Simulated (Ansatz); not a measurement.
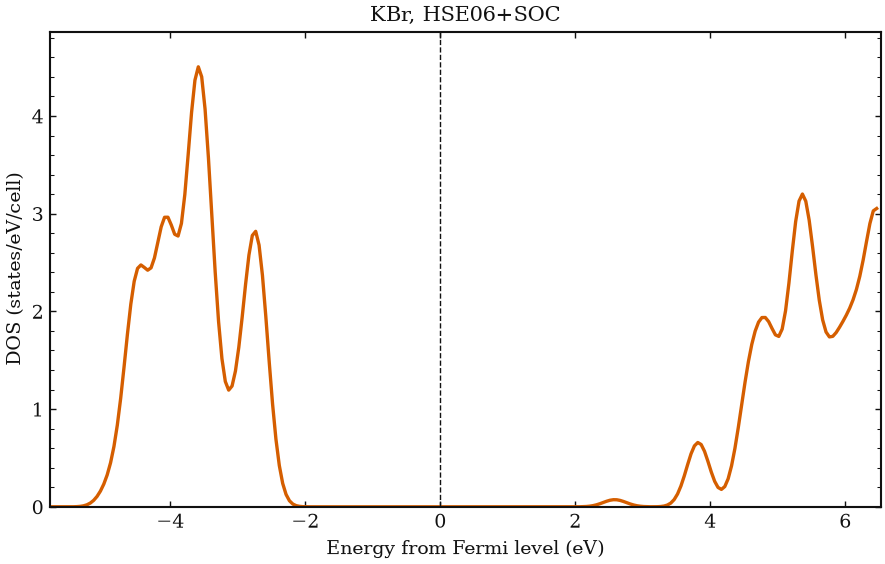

Density of states. Energies are counted from the Fermi level, put mid-gap where there is a gap. The curve is built from the levels of the k mesh with Gaussians 0.4 eV wide, which also blur the band edges.

Structure: KBr, space group Pm-3m, 2 atoms in the cell.

Computed with Ansatz 0.2.0: DFT, HSE06 with spin-orbit coupling, plane waves, PAW, 4×4×4 k mesh.

> Is there a gap at the Fermi level, and how wide?

There is a gap; over the k points computed it is 5.17 eV (indirect; the smallest direct gap is 5.32 eV).

> Where is the tallest peak of the filled states in the window?

Within the window shown, the tallest peak of the filled states lies 1.0 eV under the valence-band top, at about 4.5 states per eV and cell.
